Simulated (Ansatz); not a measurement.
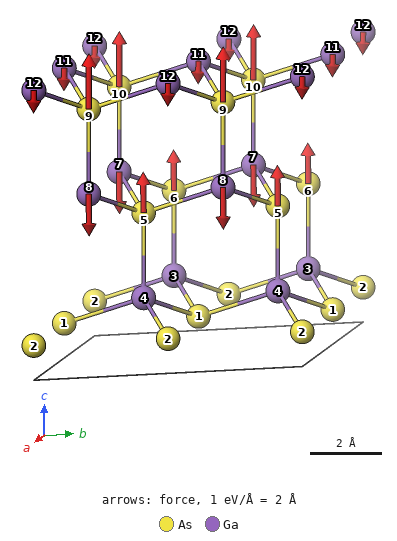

Starting geometry of a slab of composition GaAs (cut from the F-43m phase) with the computed forces as red arrows. The picture is a ball-and-stick view of the 1 × 2 repeat of the cell, outlined in the plane, without the vacuum, seen slightly off an axis.

Case: lower part held, upper part relaxed from the bulk's places. The slab is the (1 1 1) face of GaAs. 4 atoms are held fixed.

Theory: Ansatz 0.2.0, DFT PBEsol, scalar-relativistic, plane waves, PAW.

Input
```yaml
crystal:
  lattice:
    - [8.0020093052, 0.0, 0.0]
    - [-2.0005023263, 3.4649716698, 0.0]
    - [0.0, 0.0, 22.350314893]
  atoms:
    - { symbol: As, position: [0.5, 0.0, 0.335565742] }
    - { symbol: As, position: [0.0, 0.0, 0.335565742] }
    - { symbol: Ga, position: [0.1666666667, 0.6666666667, 0.3721066882] }
    - { symbol: Ga, position: [0.6666666667, 0.6666666667, 0.3721066882] }
    - { symbol: As, position: [0.6666666667, 0.6666666667, 0.4817295269] }
    - { symbol: As, position: [0.1666666667, 0.6666666667, 0.4817295269] }
    - { symbol: Ga, position: [0.3333333333, 0.3333333333, 0.5182704731] }
    - { symbol: Ga, position: [0.8333333333, 0.3333333333, 0.5182704731] }
    - { symbol: As, position: [0.8333333333, 0.3333333333, 0.6278933118] }
    - { symbol: As, position: [0.3333333333, 0.3333333333, 0.6278933118] }
    - { symbol: Ga, position: [0.5, 0.0, 0.664434258] }
    - { symbol: Ga, position: [0.0, 0.0, 0.664434258] }
basis:
  ecutwfc: 420
kpoints:
  mp_grid: { grid: [5, 9, 1] }
hamiltonian:
  xc: pbesol
scf:
  occupations: { method: gaussian, width: 0.05 }
output:
  forces: true
  eigenvalues: true
  write_density: true
  write_potential: true
  elf: true
  volumetric_format: npy
relax:
  adjacent_minimum: "off"
  f_tol: 0.02
  max_steps: 90
  constraints: [{ sites: [0, 1, 2, 3] }]
efield:
  axis: 3
  dipole_correction: true
  ramp_width: 0.04
```

Command:
```bash
ansatz run input.yaml --threads 4 --pin off --max-ram 10240MiB --backend cpu --events-out ev --progress --plain --runs-dir out
```

Question: Is this structure relaxed? If not, where do the atoms go?

Answer: It isn't relaxed: the largest force vector, on As atoms, is 0.81 eV/Å. The final displacements follow the starting forces only in part (cosine between the two patterns 0.58). The largest moves, 0.18 Å, are those of As9 and As10. As9 goes along the normal (+c). Largest moves by element: As 0.18 Å, Ga 0.07 Å. The cell doesn't change. Some distances before and after: Ga7–As10 2.450 → 2.587 Å, Ga3–As6 2.450 → 2.563 Å, As10–Ga11 2.450 → 2.414 Å, As10–Ga12 2.450 → 2.416 Å. Bond angles that change, for instance: Ga11–As9–Ga12 109.5° → 111.9°, As9–Ga11–As10 109.5° → 111.9°, Ga8–As9–Ga11 109.5° → 107.1°. After 3 geometry steps the energy has fallen by 0.150 eV per cell of the calculation. Largest force component: 0.81 eV/Å at the start, 0.011 eV/Å at the end.
